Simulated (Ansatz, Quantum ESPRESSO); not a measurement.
# 1T-PbI2, 2 layers, AA stacking: the dipole at a withheld member of a series

Method. Quantum ESPRESSO 7.5, PBE, GBRV ultrasoft. Cell and atoms are relaxed without a field with a D3(BJ) correction and then held. Sawtooth field with dipole correction, 17 Å of vacuum in the starting cell, Fermi-Dirac smearing of 0.002 Ry; bands along a path at each field. The series steps the field along the normal.

| field along the normal | dipole (e Å) |
| --- | --- |
| 0 V/Å | 0.000 |
| 0.05 V/Å | 0.056 |
| 0.2 V/Å | 0.226 |
| 0.3 V/Å | 0.339 |
| 0.4 V/Å | 0.452 |

**Question.** What is the dipole at 0.1 V/Å?

By hand: The rows at 0.05 V/Å and 0.2 V/Å give a slope of (0.226 − (0.056))/(0.2 − (0.05)) = 1.133, so a straight line gives 0.113 e Å. A parabola through these and the row at 0 V/Å gives 0.112 e Å.

What the calculation gave: 0.113 e Å. The line misses by 0.000 and the parabola by −0.001 e Å. Both misses are under 5 % of the step from the nearer row.

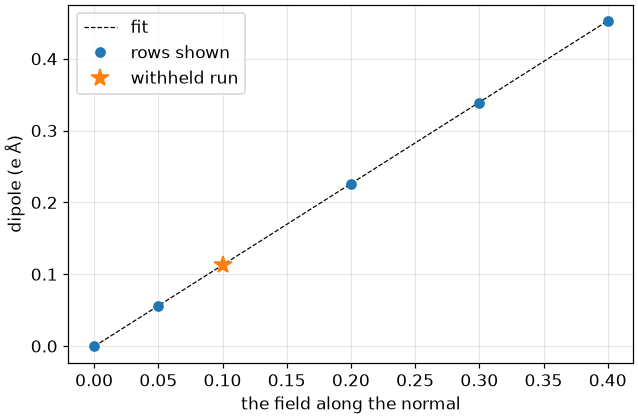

The rows shown, the fit and the withheld run.

**Limits.** Ions are held; semilocal gaps are too small; in strong fields empty levels can belong to the vacuum; one stacking. Members without a usable value, or on the other side of zero field or charge, are not listed.
